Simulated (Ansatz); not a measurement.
# Ag in W(100), 2x2: scattering by a point defect, part 3 of 3

How strong a scatterer is Ag in W(100), 2x2, and does relaxation matter?

Ansatz 0.2.0; Ansatz plane-wave DFT, PBE, PAW files; ballistic transport by layer matching (Landauer), zero bias; PAW set soft_1 (the session's first sound run).

So far, resistivity per at.% scaled from this dense plane, with the factor 3/4 for isotropic scattering (µΩ cm): step 3 (resistance at ideal sites) 12.3.

### 5. Transmission after relaxation, relaxed yes

The transmission is solved again on the relaxed atoms.

This step: Ansatz plane-wave DFT, PBE, PAW files; ballistic transport by layer matching (Landauer), zero bias; PAW set soft_1 (Ansatz 0.2.0).

The input, input.yaml:

```yaml
crystal:
  lattice:
    - [6.3296, 0.0, 0.0]
    - [0.0, 6.3296, 0.0]
    - [0.0, 0.0, 28.4832]
  atoms:
    - { symbol: W, position: [0.0, 0.0, 0.0277777778] }
    - { symbol: W, position: [0.0, 0.5, 0.0277777778] }
    - { symbol: W, position: [0.5, 0.0, 0.0277777778] }
    - { symbol: W, position: [0.5, 0.5, 0.0277777778] }
    - { symbol: W, position: [0.25, 0.25, 0.0833333333] }
    - { symbol: W, position: [0.25, 0.75, 0.0833333333] }
    - { symbol: W, position: [0.75, 0.25, 0.0833333333] }
    - { symbol: W, position: [0.75, 0.75, 0.0833333333] }
    - { symbol: W, position: [0.0, 0.0, 0.1388888889] }
    - { symbol: W, position: [0.0, 0.5, 0.1388888889] }
    - { symbol: W, position: [0.5, 0.0, 0.1388888889] }
    - { symbol: W, position: [0.5, 0.5, 0.1388888889] }
    - { symbol: W, position: [0.25, 0.25, 0.1944444444] }
    - { symbol: W, position: [0.25, 0.75, 0.1944444444] }
    - { symbol: W, position: [0.75, 0.25, 0.1944444444] }
    - { symbol: W, position: [0.75, 0.75, 0.1944444444] }
    - { symbol: W, position: [0.0, 0.0, 0.25] }
    - { symbol: W, position: [0.0, 0.5, 0.25] }
    - { symbol: W, position: [0.5, 0.0, 0.25] }
    - { symbol: W, position: [0.5, 0.5, 0.25] }
    - { symbol: W, position: [0.25, 0.25, 0.3059824813] }
    - { symbol: W, position: [0.25, 0.75, 0.3053670879] }
    - { symbol: W, position: [0.75, 0.25, 0.3053670879] }
    - { symbol: W, position: [0.75, 0.75, 0.3054264134] }
    - { symbol: W, position: [0.0002227041, 0.0002227041, 0.3609419794] }
    - { symbol: W, position: [0.0002227041, 0.4997772959, 0.3609419794] }
    - { symbol: W, position: [0.4997772959, 0.0002227041, 0.3609419794] }
    - { symbol: W, position: [0.4997772959, 0.4997772959, 0.3609419794] }
    - { symbol: W, position: [0.25, 0.25, 0.4178474503] }
    - { symbol: W, position: [0.25, 0.75, 0.4164066881] }
    - { symbol: W, position: [0.75, 0.25, 0.4164066881] }
    - { symbol: W, position: [0.75, 0.75, 0.4159057809] }
    - { symbol: W, position: [-0.0033189662, -0.0033189662, 0.4713970528] }
    - { symbol: W, position: [-0.0033189662, 0.5033189662, 0.4713970528] }
    - { symbol: W, position: [0.5033189662, -0.0033189662, 0.4713970528] }
    - { symbol: W, position: [0.5033189662, 0.5033189662, 0.4713970528] }
    - { symbol: Ag, position: [0.25, 0.25, 0.5277729911] }
    - { symbol: W, position: [0.25, 0.75, 0.5277601541] }
    - { symbol: W, position: [0.75, 0.25, 0.5277601541] }
    - { symbol: W, position: [0.75, 0.75, 0.5277744023] }
    - { symbol: W, position: [-0.0033245028, -0.0033245028, 0.5841437034] }
    - { symbol: W, position: [-0.0033245028, 0.5033245028, 0.5841437034] }
    - { symbol: W, position: [0.5033245028, -0.0033245028, 0.5841437034] }
    - { symbol: W, position: [0.5033245028, 0.5033245028, 0.5841437034] }
    - { symbol: W, position: [0.25, 0.25, 0.6377465516] }
    - { symbol: W, position: [0.25, 0.75, 0.6391099323] }
    - { symbol: W, position: [0.75, 0.25, 0.6391099323] }
    - { symbol: W, position: [0.75, 0.75, 0.6396271502] }
    - { symbol: W, position: [0.0003464844, 0.0003464844, 0.6946104982] }
    - { symbol: W, position: [0.0003464844, 0.4996535156, 0.6946104982] }
    - { symbol: W, position: [0.4996535156, 0.0003464844, 0.6946104982] }
    - { symbol: W, position: [0.4996535156, 0.4996535156, 0.6946104982] }
    - { symbol: W, position: [0.25, 0.25, 0.75] }
    - { symbol: W, position: [0.25, 0.75, 0.75] }
    - { symbol: W, position: [0.75, 0.25, 0.75] }
    - { symbol: W, position: [0.75, 0.75, 0.75] }
    - { symbol: W, position: [0.0, 0.0, 0.8055555556] }
    - { symbol: W, position: [0.0, 0.5, 0.8055555556] }
    - { symbol: W, position: [0.5, 0.0, 0.8055555556] }
    - { symbol: W, position: [0.5, 0.5, 0.8055555556] }
    - { symbol: W, position: [0.25, 0.25, 0.8611111111] }
    - { symbol: W, position: [0.25, 0.75, 0.8611111111] }
    - { symbol: W, position: [0.75, 0.25, 0.8611111111] }
    - { symbol: W, position: [0.75, 0.75, 0.8611111111] }
    - { symbol: W, position: [0.0, 0.0, 0.9166666667] }
    - { symbol: W, position: [0.0, 0.5, 0.9166666667] }
    - { symbol: W, position: [0.5, 0.0, 0.9166666667] }
    - { symbol: W, position: [0.5, 0.5, 0.9166666667] }
    - { symbol: W, position: [0.25, 0.25, 0.9722222222] }
    - { symbol: W, position: [0.25, 0.75, 0.9722222222] }
    - { symbol: W, position: [0.75, 0.25, 0.9722222222] }
    - { symbol: W, position: [0.75, 0.75, 0.9722222222] }
kpoints:
  mp_grid: { grid: [4, 4, 1] }
hamiltonian:
  xc: pbe
  pseudopotentials: { kind: paw, azcp: { folder: soft_1 } }
scf:
  occupations: { method: fermi_dirac, width: 0.1 }
output:
  transmission: { leads: [[0, 4]], kmesh: [8, 8], e_range: [-0.05, 0.05], de: 0.05 }
  write_potential: true
  write_density: true
  volumetric_format: npy
```

On the command line:

```bash
$ ansatz run input.yaml --threads 4 --pin off --max-ram 15360MiB --backend cpu --events-out ev --progress --plain --runs-dir out
```

Numbers of over 12 decimals in the logs are rounded to 6 here.

What it wrote:

```text
[...]
Crystal: 72 atoms, lattice volume = 1141.146 Å³
Basis set: ecut = 420 eV, 22299 PW (Γ)
Bands: 608, of which v1, the nominal top of the filled ones, is band 507 counted from 1 (506 counted from 0)
Symmetry: 8 space group operations
[...]
k-points: 6 of 16
[...]
SCF iter   1: F=—  HF=-745011.438521 eV  |F-HF|=—  |Δ(HF+E_count)|=         —  Δρ=6.67e-2  dr2=9.51e2  ethr=3.10e-3  ⟨swp⟩=5.5  Hψ=11453  notcnv=0
[...]
SCF iter  10: F=-744988.487608 eV  HF=-744988.487608 eV  |F-HF|=4.88e-8  |Δ(HF+E_count)|=   1.38e-7  Δρ=6.19e-7  dr2=5.05e-8  ethr=9.87e-12  ⟨swp⟩=6.5  Hψ=9918  notcnv=0
SCF 1 converged in 10 iterations: F = -744988.487608 eV  dr2 = 5.05e-8
[...]
transmission: 60 of 540 steps passed
transmission: 108 of 540 steps passed
[...]
transmission: 540 of 540 steps passed
SCF converged after 10 iterations
Free energy (F): -744988.487608 eV
[...]
Internal energy: -744987.231743 eV  (E = F + TS)
E sigma→0 (E₀):  -744987.859675 eV
Entropy (-TS):   -1.255865 eV (-17.443 meV/atom)
Fermi energy:    22.358483 eV
[...]
--- Band table (eV; the first three rows and the last of 6) ---
  k-point 0: bands = [... 503 lower, 22.3225, 22.3312, 22.3312, 22.3470, 22.3502, 22.3749, 22.3901, 22.5585, ... 97 higher]
  k-point 1: bands = [... 503 lower, 22.2646, 22.2908, 22.3218, 22.3257, 22.3640, 22.3839, 22.3897, 22.4025, ... 97 higher]
  k-point 2: bands = [... 503 lower, 22.3299, 22.3424, 22.4650, 22.4686, 22.5035, 22.5212, 22.5469, 22.5624, ... 97 higher]
  k-point 5: bands = [... 503 lower, 21.6942, 21.7052, 21.7195, 22.1937, 22.5074, 22.5074, 22.6278, 22.7741, ... 97 higher]
--- Transmission ---
  basis      : 349 plane waves across, 36 finite elements along
  points     : 15, standing for a mesh of 8 x 8
[...]
channels       : 5.281250e0 a spin
[...]
slowest decay  : 0.0377 /Å at (0.5000, 0.5000)
  junction   : crystal 0 to crystal 0, -0.70 to 26.20 Å
    transmission   : 2.924988e0 a spin
[...]
```

Elapsed: 4.6 min, on 4 threads of Intel Xeon Platinum 8559C (Emerald Rapids), shared host; peak memory 8.8 GiB.

This step gave:

| Item | Value |
| --- | --- |
| transmission per spin nearest the Fermi level | 2.925 |
| step of the lead's potential | 4.4 meV |

Per spin. Transmission, zone mean against energy, zero at the Fermi level:

```csv
energy (eV),"transmission, zone mean"
-0.0500,2.84
0.0000,2.92
0.0500,3.04
```

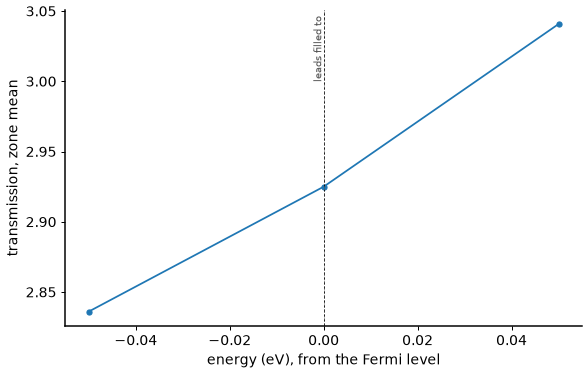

Transmission, zone mean against energy.

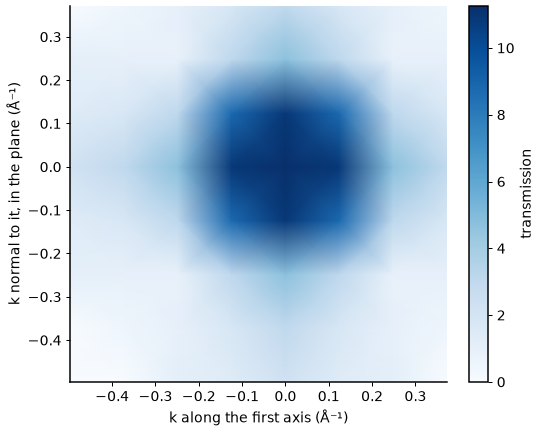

Transmission over k1 and k2. At 0.0000 eV from the Fermi level.

Over the solved energies the transmission per spin lies between 2.84 and 3.04, out of 5.24 channels of the lead on average (up to 5.78).

### 6. Resistance after relaxation

This step: Ansatz plane-wave DFT, PBE, PAW files; ballistic transport by layer matching (Landauer), zero bias; area resistance of the defect plane and resistivity an atomic per cent; PAW set soft_1 (Ansatz 0.2.0).

Numbers from this step:

| Item | Value |
| --- | --- |
| area resistance | 0.7755 fΩ m² |
| T over the leads' mean channel count | 0.5600 |
| resistivity per at.% scaled from this dense plane, with the factor 3/4 for isotropic scattering | 14.70 µΩ cm |

Averaged over the energies near the Fermi level, 56.0 % of the channels pass, which makes 0.776 fΩ m², against 0.650 on ideal sites.

### 7. Summary of results

```yaml
share_of_channels_that_pass_rigid: 0.605
area_resistance_rigid: 0.650 fΩ m²
resistivity_per_at_from_the_area_resistance_times_3_over_4_rigid: 12.3 µΩ cm
share_of_channels_that_pass_relaxed: 0.560
area_resistance_relaxed: 0.776 fΩ m²
resistivity_per_at_from_the_area_resistance_times_3_over_4_relaxed: 14.7 µΩ cm
```

What this shows: The plane of defects adds 0.78 fΩ m². Scaled to one atomic per cent that is 20 µΩ cm as it stands and 15 with the factor 3/4 for isotropic scattering on a spherical Fermi surface; with the reflection in place of the resistance taken as linear in the density it would be 8.2. These are rough estimates of the dilute value, not bounds. One Ag in each 2x2 cell reflects 44 % of the lead's channels. The relaxed cell differs by 19 % in resistance; between the two runs the lead's own channel count goes from 5.20 to 5.24, so sampling may have a part in it. The defects form a dense periodic sheet that scatters coherently, unlike a dilute random alloy. T and N are means over the solved energies nearest the Fermi level. Spin-orbit coupling is left out, which matters for W.

[Logs are printed without paths, hosts, clocks, repeated set-up lines and the standing remarks that a program may print on its own settings, such as how far it seeks lower states.]

[Hosts, paths, dates, database ids (printed as entryN), source tags and the programs' standing remarks are cut or masked in the printed files.]
